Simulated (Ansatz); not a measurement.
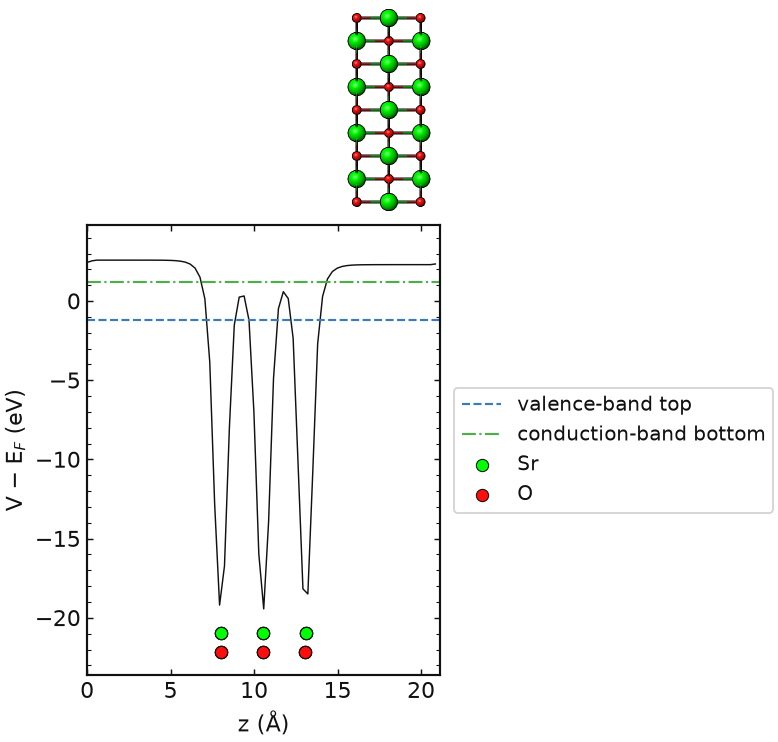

Plane-averaged electrostatic potential energy of an electron across the slab; circles at the bottom mark the heights of the atoms (positions after relaxation). The structure is drawn too.

The material is a (100) slab cut from SrO (Fm-3m), ended by SrO planes, 24 atoms in the cell.

Level of theory: DFT PBE+D3(BJ), scalar-relativistic, plane waves, PAW, no spin polarisation, 2×2×1 k mesh, Gaussian smearing of 0.05 eV; code Ansatz.

What are the ionisation potential and the electron affinity of the slab?

From the vacuum level at the right face the ionisation potential is 3.48 eV and the electron affinity 1.13 eV; at the left face they are 3.77 and 1.41 eV. The slab's gap, their difference before rounding, is 2.35 eV.

How thick are slab and vacuum?

The outermost atoms are 5.1 Å apart, which leaves 16.1 Å of vacuum in a cell 21.1 Å high.

Do the two faces differ, and what does that say about the slab's dipole?

The vacuum levels differ by 0.29 eV, so the slab carries a dipole along its normal. Some atoms were held fixed in the relaxation, which can itself make the faces differ.
